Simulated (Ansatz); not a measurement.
System: CuO₂.

```
CELL_PARAMETERS angstrom
2.36360 0.00000 0.00000
0.00000 2.36401 0.00000
0.00000 0.00000 7.25998
ATOMIC_POSITIONS crystal
Cu 0.00000 0.00000 0.00000
O 0.00000 0.00000 0.41605
O 0.00000 0.00000 0.58395
```

Space group P4/mmm; a structure from a database of computed crystals, not necessarily the ambient phase; computed without spin polarisation.

Theory: Ansatz, DFT PBE+D3(BJ), scalar-relativistic, plane waves, PAW.

Predict the valence pseudo-density and electron localisation function between the atoms.

Answer. Cu–Cu (2.36 Å): the density is about 0.31 e/Å³ at the midpoint; the ELF is about 0.20 at the midpoint: no localised pair shows between them.

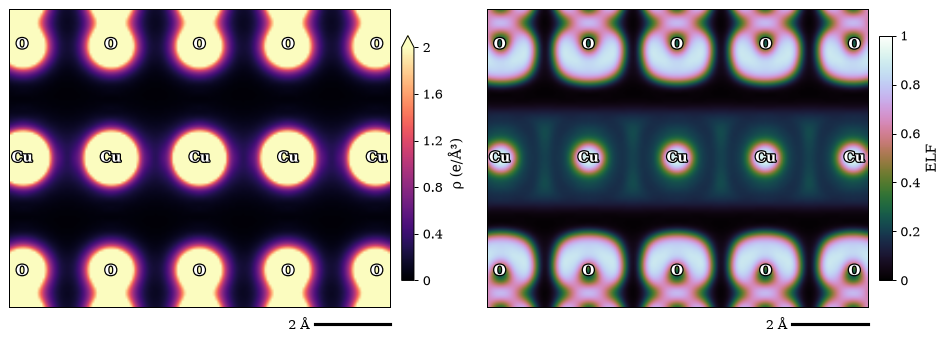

Computed valence pseudo-density and electron localisation function on the (010) plane of the conventional cell, in this order. 

In a PAW calculation such maps are meaningful between the atoms, not at the nuclei.
